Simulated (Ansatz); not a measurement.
Input file:

```
crystal:
  lattice:
    - [0.0163997756, 3.2799551159, 3.2799551159]
    - [3.2799551159, 0.0163997756, 3.2799551159]
    - [3.2963548915, 3.2963548915, 0.0]
  atoms:
    - { symbol: Cd, position: [0.0009837482, 0.0009837482, -0.0009837482] }
    - { symbol: Te, position: [0.2490162518, 0.2490162518, 0.2509837482] }
kpoints:
  mp_grid: { grid: [6, 6, 6] }
  band_path:
    path:
      - [0.0, 0.0, 0.0]
      - [-0.5, -0.5, 0.0]
      - [-0.375, -0.375, 0.25]
      - [-0.375, 0.0, 0.375]
      - [0.0, 0.0, 0.5]
      - [-0.5, -0.25, 0.25]
    npoints: 1
hamiltonian:
  xc: r2scan
scf:
  occupations: { method: fixed }
  n_extra_bands: 4
output:
  forces: true
  stress: true
  eigenvalues: true
  write_density: true
  write_potential: true
  elf: true
  volumetric_format: npy
```

Command:

```sh
ansatz run input.yaml --threads 4 --pin off --max-ram 4608MiB --backend cpu --events-out ev --progress --plain --runs-dir out
```

Below, planes, directions and counts refer to the conventional cell (a = 4.62 Å, b = 4.66 Å, c = 6.56 Å, α = 90.00°, β = 90.00°, γ = 90.00°).

Space group Imm2; started from the zincblende prototype, which need not be the ambient phase; changed on purpose from its base cell (shear xy strain +1.0%).

Level of theory: DFT, r2SCAN, plane waves, PAW (Ansatz).

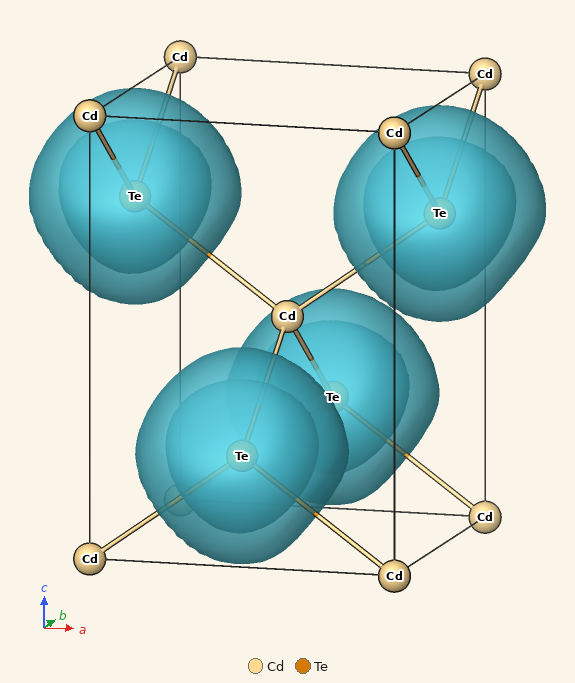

CdTe. Isosurface of the electron localisation function at 0.6 (cyan), seen at an oblique angle. Only the valence region is drawn (cores and ρ < 0.01 e/Å³ removed). Sticks mark near contacts.

Core electrons are frozen (PAW), and the valence fields are smoothed inside the atomic spheres.

What do the ELF domains correspond to?

At this value the surface marks out two regions wrapped around Te (the valence shell of each), counted in one cell of 4 atoms. Regions shared between cells count once. Profiles from the grid: Cd–Te (2.84 Å): the ELF is about 0.50 at the midpoint.

Metal or insulator at this level of theory?

It is gapped, with a Kohn–Sham gap of 1.1 eV on the k-point mesh, an upper bound to the gap of this method.
